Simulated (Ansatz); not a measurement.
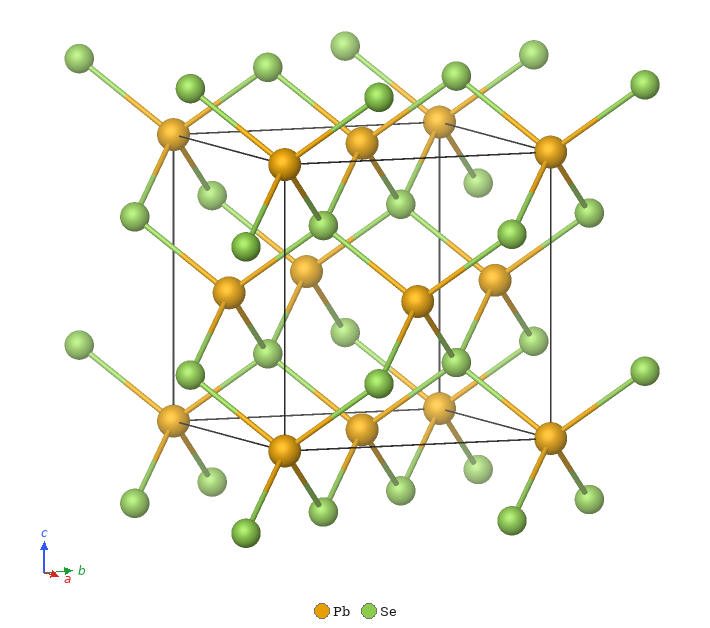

View slightly off an axis, drawn as a ball-and-stick model. Lines trace the edges of the conventional unit cell. Bonded atoms from the next cells complete the picture. Cell: a = 6.90 Å, b = 6.90 Å, c = 6.90 Å, α = 90.00°, β = 90.00°, γ = 90.00°.

Source of the structure: a structure type filled with these elements by a generator (whether the compound takes this form wasn't checked). Earlier steps of the study may have refined or changed the cell and positions. A calculation with Ansatz used it as input.

Q: Characterise what is shown.

A: Its composition is PbSe. It belongs to space group F-43m (No. 216) and has a face-centred cubic lattice. The prototype is zinc blende (sphalerite type). Cell content: 4 Pb, 4 Se, that is 4 formula units. Pb bonds to four Se in a tetrahedral arrangement at about 3.0 Å. About every Se there are four Pb in a tetrahedral arrangement at about 3.0 Å. The bonds build a three-dimensional framework.

Results below were computed with DFT PBE, scalar-relativistic, plane waves, PAW (Ansatz 0.2.0); the settings were an energy cutoff of 420 eV, k-points about 0.20 Å⁻¹ apart, Gaussian smearing of 0.02 eV, no spin polarisation.

Q: Predict the gap.

A: A semiconductor at this level, with a gap of 0.67 eV, indirect.

Q: Give the Bader charge of each element.

A: Pb +0.86 e; Se -0.86 e.

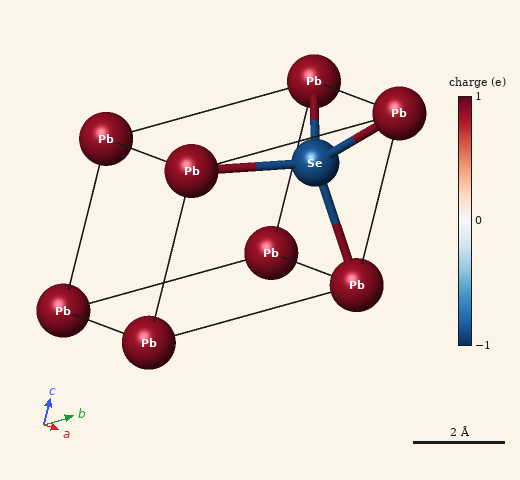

The atoms coloured by those charges. The run's cell of 2 atoms is drawn, so axes and origin can differ from the first picture.

Q: Is the structure in equilibrium?

A: Yes. All forces vanish to within 0.01 eV/Å. The pressure is 0.0 GPa, close to zero.
